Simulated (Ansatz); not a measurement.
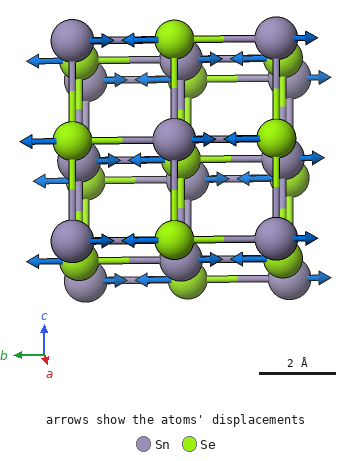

The lowest optical mode of crystalline SnSe relaxed at 25 GPa, space group Fm-3m (No. 225), at the zone centre. Displacements are drawn as blue arrows; their common scale and sign are arbitrary. A ball-and-stick model of the conventional cell (4 times the calculation's cell), seen from a free direction. Lengths and directions refer to the drawn axes.

Theory: Ansatz 0.2.0, DFT LDA, scalar-relativistic, plane waves, PAW. Settings: plane-wave cutoff 420 eV; k-point mesh 12 × 12 × 12; occupations fixed; target pressure 25 GPa; no spin polarisation.

Frequencies are those without the non-analytic (LO–TO) term.

Is the structure stable against all modes at this point?

Yes: this softest mode has a real frequency, and so have all others here. That speaks for this wave vector alone: the rest of the zone wasn't checked in this run. This is the T₁u mode (triply degenerate; one member of the set is drawn) at 4.65 THz, the only optical level, infrared-active by symmetry. The Se sublattice moves against the Sn sublattice, along b; it stretches the shortest Se–Sn bonds (2.72 Å); the kinetic energy is shared as Se 60 %, Sn 40 %.
